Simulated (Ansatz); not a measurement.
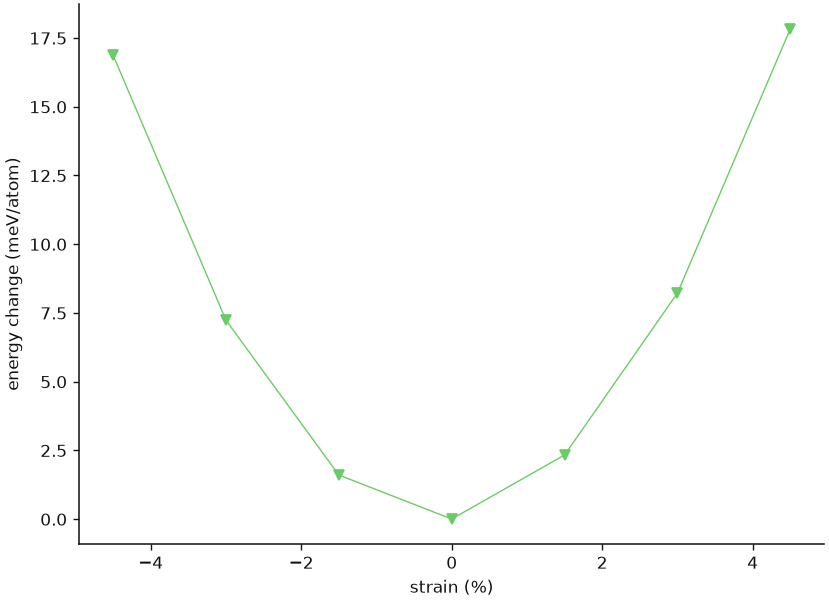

The picture above shows the energy change against strain for TiAl, space group P4/mmm (No. 123).

The given structure:
```xyz
2
Lattice="2.7946 0.0000 0.0000 0.0000 2.7946 0.0000 0.0000 0.0000 4.0411" Properties=species:S:1:pos:R:3 pbc="T T T"
Ti    1.3973    1.3973    2.0206
Al    0.0000    0.0000    0.0000
```

Calculation (Ansatz 0.2.0): energy, stress and cell of a relaxed crystal along a series of strains, atoms and what the cell freedom names relaxed within the symmetry; stress is positive in compression; plane waves with PAW datasets, Γ-centred k mesh; energies extrapolated to zero smearing. Level: PBEsol, no spin polarisation.

```tsv
setting	value
wave cutoff	420 eV
k mesh	16×16×10
occupations	Gaussian
smearing width	0.1 eV
strain kind	stretch along c with a and b held
cell freedom	cell held, only c stretched
```

From this curve and the settings, what does the calculation give for the stress zz, c/a and stress xx at the same points?

The stress zz falls from 7.94 GPa at strain −4.5 % to −7.72 GPa at 4.5 %, and changes sign near −0.1 %. The c/a rises from 1.3810 at strain −4.5 % to 1.5111 at 4.5 %. The stress xx falls from 4.85 GPa at strain −4.5 % to −3.47 GPa at 4.5 %, and changes sign near 0.1 %.

```
strain (%)  stress zz (GPa)     c/a  stress xx (GPa)
      -4.5             7.94  1.3810             4.85
      -3.0             5.19  1.4026             3.08
      -1.5             2.52  1.4243             1.47
       0.0            -0.22  1.4460             0.05
       1.5            -2.79  1.4677            -1.27
       3.0            -5.25  1.4894            -2.46
       4.5            -7.72  1.5111            -3.47
```

Keep in mind: given cell holds a small stress on this mesh.
